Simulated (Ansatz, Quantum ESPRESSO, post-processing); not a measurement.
# Band offsets of the Si/ZnS(110) superlattice, 5 + 5 layers, a = 5.351 Å, part 2 of 2

How do the band edges meet in the Si/ZnS(110) superlattice, 5 + 5 layers, a = 5.351 Å?

Quantum ESPRESSO 7.5; plane-wave DFT, LDA, GBRV ultrasoft pseudopotentials; cross-check by Ansatz 0.2.0 with PAW datasets.

So far. Step 3 (SCF with pw.x of bulk Si): The run needed 7 iterations to bring the estimated error under 1e-07 Ry. Step 11 (Ground state of the superlattice): The run needed 12 iterations to bring the estimated error under 1e-07 Ry; the largest force on any atom, held or free, is 0.83 eV/Å.

## (14) Projected density of states

projwfc.x splits the states by atom and orbital; the spilling says how much the atomic basis misses.

The input, pdos.in:

```
&projwfc
  prefix = 'ab'
  outdir = './out'
  filpdos = 'pdos'
  Emin = 4.625
  Emax = 11.625
  DeltaE = 0.05
  ngauss = 0
  degauss = 0.006
/
```

Run with:

```console
$ OMP_NUM_THREADS=1 mpirun -n 4 projwfc.x -in pdos.in > pdos.out
```

Run time: 4.7 s. Hardware: 4 MPI ranks of Intel Xeon Platinum 8223CL at 3.00GHz (Skylake/Cascade Lake), shared host; peak memory 0.36 GiB; 19 s of CPU time.

Numbers from this step:

```
spilling of the projection : 0.0033
```

The density of states has structure finer than the step of the table below, so its rows give means over 0.25 eV, whole bins alone (the curve runs from -3.00 to 2.55 eV). Peaks (eV: height): -2.900: 14.6, -2.550: 14.2, -2.150: 10.1, -1.000: 6.28, 1.000: 6.63, 1.800: 12.7, 2.350: 15.2.

Gaussian width 0.006 Ry; cut where the computed bands begin to run out. The density of states by energy, zero at the Fermi level; means over each step:

```tsv
energy (eV)	density of states (states/eV a cell)
-2.75	11.0
-2.50	13.0
-2.25	8.49
-2.00	8.72
-1.75	7.01
-1.50	4.15
-1.25	2.89
-1.00	5.46
-0.75	3.76
-0.50	1.95
-0.25	0.252
0.00	0
0.25	0.182
0.50	1.70
0.75	4.68
1.00	5.92
1.25	4.17
1.50	6.11
1.75	9.52
2.00	8.88
2.25	12.1
```

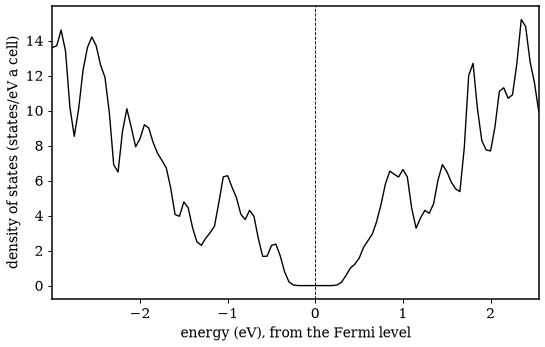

Density of states, plotted against energy.

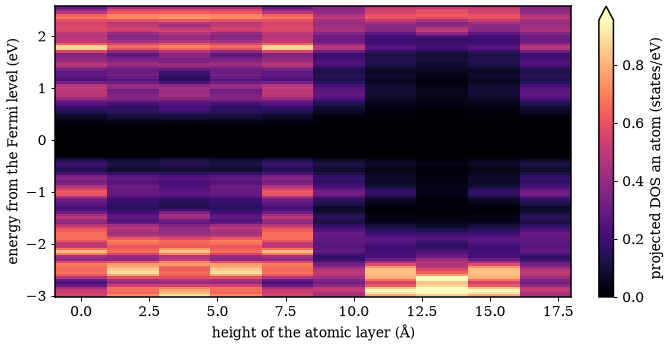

Projected DOS an atom over height of the atomic layer and energy from the Fermi level. Columns are the atomic layers from the bottom up.

Löwdin valence electrons by atom:

```tsv
atom	Löwdin valence electrons (e)
Si1	3.7
Si2	4.0
Si3	3.9
Si4	4.0
Si5	4.0
Si6	4.0
Si7	3.9
Si8	4.0
Si9	3.7
Si10	4.0
Zn11	20.1
S12	6.0
Zn13	20.0
S14	6.0
Zn15	20.0
S16	6.0
Zn17	20.0
S18	6.0
Zn19	20.1
S20	6.0
```

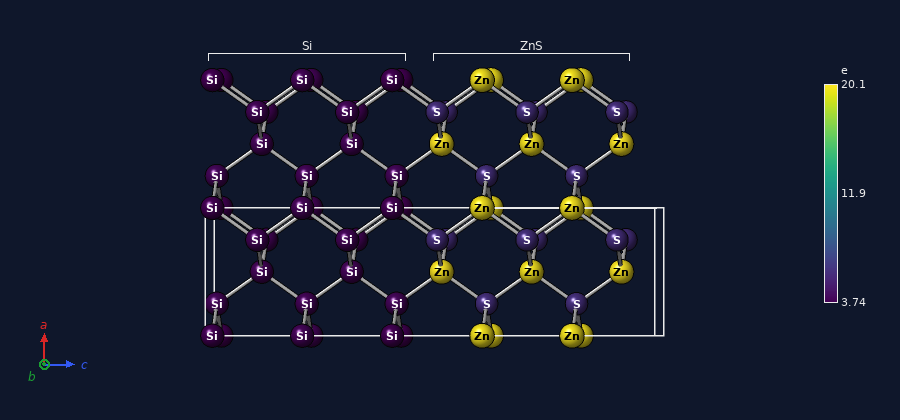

Atoms coloured by Löwdin valence electrons. 2×1×1 cells are drawn. Some periodic images of atoms are drawn too.

The atomic orbitals miss 0.3 % of the occupied states; for empty states the projections can miss much more.

## (15) The line-up

Each edge is taken over its own crystal's mean potential and then placed on the mean potential of those layers in the superlattice:

```tsv
crystal	valence top − mean (eV)	conduction bottom − mean (eV)	mean in the superlattice (eV)
Si	5.168	5.564	2.161
ZnS	3.284	5.263	2.754
```

Valence offset = (3.284 + 2.754) − (5.168 + 2.161) = -1.292 eV; conduction offset = 0.292 eV.

## (16) Cross-check with Ansatz of bulk Si

As a check, the same structure is run in Ansatz.

Level of this step: plane-wave DFT, LDA, Ansatz PAW (Ansatz 0.2.0).

The input, input.yaml:

```yaml
crystal:
  lattice:
    - [5.351, 0.0, 0.0]
    - [0.0, 3.7837283861, 0.0]
    - [0.0, 0.0, 3.7837283861]
  atoms:
    - { symbol: Si, position: [0.0, 0.0, 0.0] }
    - { symbol: Si, position: [0.25, 0.5, 0.0] }
    - { symbol: Si, position: [0.5, 0.5, 0.5] }
    - { symbol: Si, position: [0.75, 0.0, 0.5] }
kpoints:
  mp_grid: { grid: [6, 8, 8] }
hamiltonian:
  xc: lda
scf:
  occupations: { method: fermi_dirac, width: 0.02 }
  convergence: { dr2_threshold: 1.0e-08 }
output:
  eigenvalues: true
checkpoint:
  write: az.a.run
  compress: false
  write_wavefunctions: false
```

Run with:

```console
$ ansatz run input.yaml --threads 4 --pin off --max-ram 8192MiB --backend cpu --events-out ev --progress --plain --runs-dir out
```

It took 0.77 s on 4 threads; peak memory 0.38 GiB; 2.4 s of CPU time.

This step gave:

| Quantity | Value |
| --- | --- |
| free energy | -2434.5708 eV |
| Fermi energy | 6.725 eV |
| gap by band count | 0.3930 eV |
| symmetry operations | 32 |

## (17) Cross-check with Ansatz of bulk ZnS

input.yaml, the sections that differ from step 16:

```yaml
crystal:
  lattice:
    - [5.351, 0.0, 0.0]
    - [0.0, 3.7837283861, 0.0]
    - [0.0, 0.0, 3.7837283861]
  atoms:
    - { symbol: Zn, position: [0.0, 0.0, 0.0] }
    - { symbol: S, position: [0.25, 0.5, 0.0] }
    - { symbol: Zn, position: [0.5, 0.5, 0.5] }
    - { symbol: S, position: [0.75, 0.0, 0.5] }
checkpoint:
  write: az.b.run
  compress: false
  write_wavefunctions: false
# kpoints, hamiltonian, scf, output: as in step 16
```

Elapsed: 2.1 s, on 4 threads; peak memory 0.39 GiB.

Read from the output:

- free energy: -8234.8603 eV
- Fermi energy: 6.904 eV
- gap by band count: 1.988 eV
- symmetry operations: 16

## (18) Offsets by Ansatz's align-bands

Level of this step: band offsets by ansatz align-bands; plane-wave DFT, LDA, Ansatz PAW (Ansatz 0.2.0).

The input, align.yaml:

```yaml
offset:
  left:
    bulk: { run: az.a.run }
    window: [1.891864193065, 5.675592579194]
    period: 3.783728386129
  right:
    bulk: { run: az.b.run }
    window: [11.35118515839, 15.13491354452]
    period: 3.783728386129
  interface: { run: relax.run, axis: 3 }
```

Run with:

```console
$ ansatz align-bands align.yaml -- --threads 4 --pin off
```

Run time: 0.05 s. Hardware: 4 threads.

The input was rejected at the start.

The program's message: “Error: offset.left.bulk (az.a.run): the run's report holds no band edges: run a crystal with a gap at scf.occupations.method: fixed (a smearing can hide a gap that it is not narrow beside), with an em …”

## (19) Ground state of bulk ZnS, with K_POINTS = [4, 5, 5]

A sensitivity test on the input.

Level of this step: plane-wave DFT, LDA, GBRV ultrasoft pseudopotentials (Quantum ESPRESSO 7.5).

The input, b.w0.in:

```
&control
  prefix = 'b.w0'
  outdir = './out'
  pseudo_dir = './pseudo'
  calculation = 'scf'
  tprnfor = .true.
/
&system
  ibrav = 0
  nat = 4
  ntyp = 2
  ecutwfc = 40
  ecutrho = 200
  occupations = 'smearing'
  smearing = 'fd'
  degauss = 0.002
/
&electrons
  conv_thr = 1e-07
  mixing_beta = 0.5
  electron_maxstep = 120
/
ATOMIC_SPECIES
  Zn  65.3800  zn_lda_v1.uspp.F.UPF
  S   32.0600  s_lda_v1.4.uspp.F.UPF
CELL_PARAMETERS angstrom
  5.35100000000000 0.00000000000000 0.00000000000000
  0.00000000000000 3.78372838612922 0.00000000000000
  0.00000000000000 0.00000000000000 3.78372838612922
ATOMIC_POSITIONS crystal
  Zn  0.000000000000 0.000000000000 0.000000000000
  S   0.250000000000 0.500000000000 0.000000000000
  Zn  0.500000000000 0.500000000000 0.500000000000
  S   0.750000000000 0.000000000000 0.500000000000
K_POINTS automatic
  4 5 5 0 0 0
```

Run with:

```console
$ OMP_NUM_THREADS=1 mpirun -n 4 pw.x -nk 4 -in b.w0.in > b.w0.out
```

The job ended after 7.6 s (4 MPI ranks; peak memory 0.34 GiB).

The changed values were drawn from a wide range, not chosen for quality; the comparison shows what they did here together.

Beside the run it was changed from:

```tsv
quantity	this run	unchanged run	difference
free energy (eV)	-13209.77	-13209.77	0.0095
wall time (s)	7.6	17	
SCF iterations	9	8
```

The free energy moves by +2.4 meV an atom.

## (20) SCF with pw.x of bulk ZnS, with ENCUT = 400

Another try, with an input changed as a hurried user might.

The input, b.bad.in:

```
&control
  prefix = 'b.bad'
  outdir = './out'
  pseudo_dir = './pseudo'
  calculation = 'scf'
  tprnfor = .true.
/
&system
  ibrav = 0
  nat = 4
  ntyp = 2
  ecutwfc = 40
  ecutrho = 200
  occupations = 'smearing'
  smearing = 'fd'
  degauss = 0.002
  ENCUT = 400
/
&electrons
  conv_thr = 1e-07
  mixing_beta = 0.5
  electron_maxstep = 75
/
ATOMIC_SPECIES
  Zn  65.3800  zn_lda_v1.uspp.F.UPF
  S   32.0600  s_lda_v1.4.uspp.F.UPF
CELL_PARAMETERS angstrom
  5.35100000000000 0.00000000000000 0.00000000000000
  0.00000000000000 3.78372838612922 0.00000000000000
  0.00000000000000 0.00000000000000 3.78372838612922
ATOMIC_POSITIONS crystal
  Zn  0.000000000000 0.000000000000 0.000000000000
  S   0.250000000000 0.500000000000 0.000000000000
  Zn  0.500000000000 0.500000000000 0.500000000000
  S   0.750000000000 0.000000000000 0.500000000000
K_POINTS automatic
  6 8 8 0 0 0
```

Run with:

```console
$ OMP_NUM_THREADS=1 mpirun -n 4 pw.x -nk 4 -in b.bad.in > b.bad.out
```

Wall time 0.63 s (4 MPI ranks); peak memory 0.11 GiB.

The program refused the input before any cycle.

The program's message: “Error in routine  read_namelists (1): bad line in namelist &system: "  ENCUT = 400" (error could be in the previous line)”

The change that led to it: system.ENCUT = 400.

The message: “read_namelists (1): bad line in namelist &system: " ENCUT = 400" (error could be in the previous line)”. The key belongs to another program and has no place in any namelist here; the line has to go.

## (21) What came out

```
valence top of ZnS less that of Si       : -1.29 eV
conduction bottom of ZnS less that of Si : 0.29 eV
gap of bulk Si along the path            : 0.40 eV
gap of bulk ZnS along the path           : 1.98 eV
```

What this shows: The valence top of ZnS lies 1.29 eV below that of Si, and its conduction bottom 0.29 eV above (LDA, GBRV ultrasoft). At this level the alignment is straddling (type I): one gap lies inside the other. The conduction bottom lies on the line from Γ to X in Si and at Γ in ZnS, so the conduction offset joins unlike valleys. The atoms are held on ideal sites, so the interface is not relaxed. The thickness of the layers was not varied. Both crystals are held cubic at a = 5.351 Å, a typed value between or near their lattice constants, which no run here tested; a real film grown on one of them would be clamped in the plane and relax along the normal. Semilocal gaps are too small and can put the valleys in the wrong order, which spoils the conduction offset more than the valence offset.

Comparison with the measured values:

| quantity | measured | LDA, GBRV ultrasoft |
| --- | --- | --- |
| valence-band offset (size of the offset at Si/ZnS) (eV) | 1.52 | 1.29 (-0.23 eV) |

Measured values from arxiv:2401.02021 (2024).

Verdict: The valence-band offset is off by -0.23 eV: good agreement. The grades are ours: good and fair within 20 and 40 % for the valence-band offset. Zero-point motion and thermal motion are not in the computed valence-band offset.

[Logs are printed without paths, hosts, clocks, repeated set-up lines and the standing remarks that a program may print on its own settings, such as how far it seeks lower states.]

[Hosts, paths, dates, database ids (printed as entryN), source tags and the programs' standing remarks are cut or masked in the printed files.]

[Maps of the electrostatic potential energy from Ansatz leave out the sawtooth potential of an applied field or a dipole correction, so their vacuum need not be flat; planar profiles and work functions include it.]
